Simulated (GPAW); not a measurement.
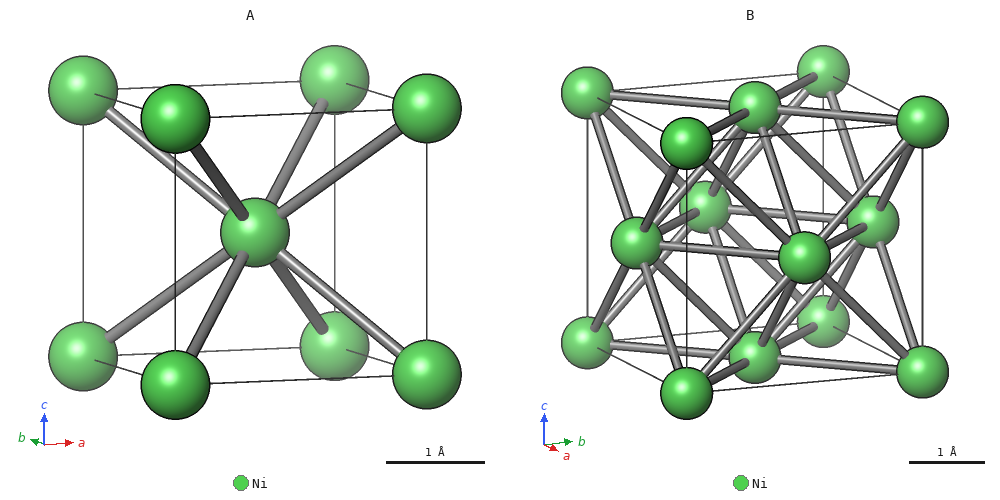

Two structures of Ni, each relaxed (cell and atoms) at zero pressure; conventional cells in solid outline, small ones repeated, each panel with its own scale. Alike in all runs: GPAW 26.7.0; functional PBEsol; dispersion D3; potentials PAW data sets generated in the run's folder for this functional; cutoff 600 eV; occupations fermi-dirac, width 0.05 eV; collinear spin, ferromagnetic start; no spin-orbit coupling. The k meshes have like spacings.

### Name the structure in each panel.

A: body-centred cubic (W type), Im-3m; B: face-centred cubic (Cu type), Fm-3m.

### Which of these is lowest in energy, and how far above it do the others lie?

B, then A (+122 meV/atom), static energies at zero smearing.

### Collect the results in a table.

| panel | space group | E − E(lowest) (meV/atom) | volume (Å³/atom) | moment (μB/atom) |
| --- | --- | --- | --- | --- |
| B | Fm-3m | 0 | 10.2 | 0.63 |
| A | Im-3m | 122 | 10.3 | 0.56 |

The starts are database entries or structure types tried for this composition, and the most stable form need not be among them. Each run keeps the magnetic state that it reached from its start.

Caveat: each step starts from the last one's moments, so a moment once lost doesn't come back; later steps reuse the first step's grids.
